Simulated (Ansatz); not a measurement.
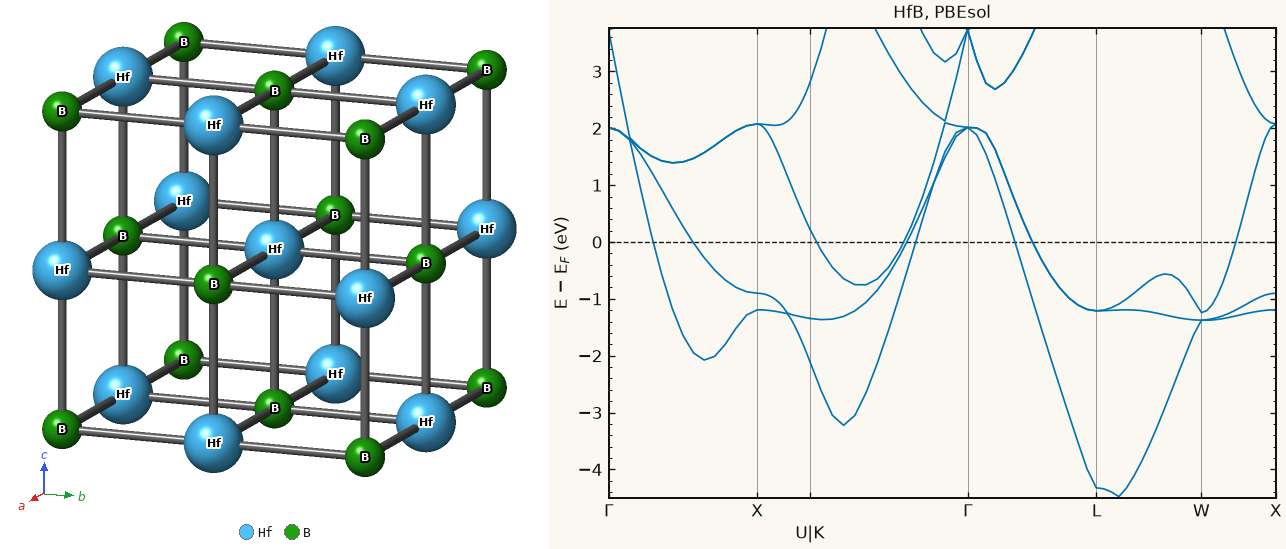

Band structure, beside the structure. Energies are counted from the Fermi level.

The material is HfB, space group Fm-3m (No. 225), 2 atoms in the cell.

Level of theory: DFT PBEsol, scalar-relativistic, plane waves, PAW, no spin polarisation, 16×16×16 k mesh, 420 eV cutoff; code Ansatz 0.2.0.

**Does this material conduct, going by its bands?**

A metal: 3 bands cross the Fermi level along this path.

**On which lines of the path do bands cross the Fermi level?**

Bands cross the Fermi level on Γ–X, K–Γ, Γ–L and W–X, and not on X–U and L–W.

Spin-orbit coupling is left out, which matters for Hf.
